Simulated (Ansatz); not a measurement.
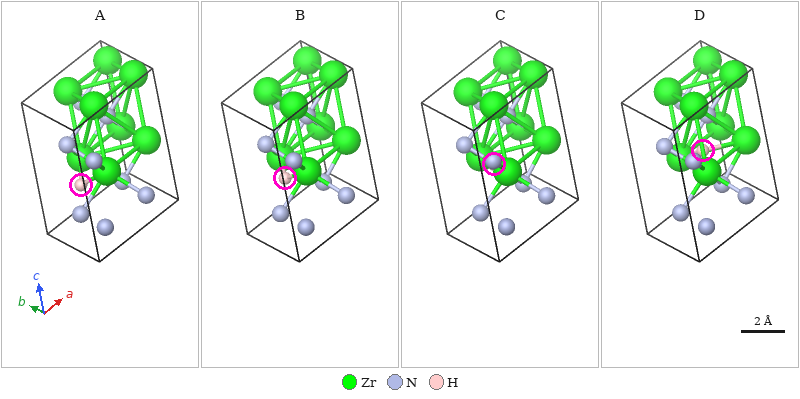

4 geometries from a converged minimum-energy path of a defect cell of composition Zr₈HN₈ (17 atoms in the cell), shuffled. Style: ball-and-stick. Shown: the reduced simulation cell (origin moved), slightly off an axis. The moving atom is ringed, with any periodic copies. Lengths and directions refer to the drawn axes. Bonds to atoms that aren't drawn are left out.

Theory: DFT PBE, scalar-relativistic, plane waves, PAW (Ansatz 0.2.0). Settings: plane-wave cutoff 420 eV; k-point mesh 4 × 4 × 4; Gaussian smearing 0.1 eV; 5 movable images; climbing image.

Which frame is the top of the path?

C. In order along the path, whose images run from 0 to 6: D (image 1, +0.29 eV), C (image 3, +1.21 eV), B (image 5, +0.29 eV), A (image 6, 0.00 eV). The H atom travels furthest, 2.28 Å from end to end, along [−1 1 −1], on a straight line. At the highest image its nearest neighbour (Zr) is 1.71 Å away, against 1.97 Å at the start, and the surrounding atoms stand up to 0.11 Å off the mean of their end positions.

Limits of the set-up: the cell has an odd number of electrons but was run without spin polarisation; the periodic images lie only 6.5 Å apart, so the values are limited by the cell's size.

Cost: 14 min on 4 threads of Arm Neoverse N1, on a shared host, peak memory 2.8 GiB.
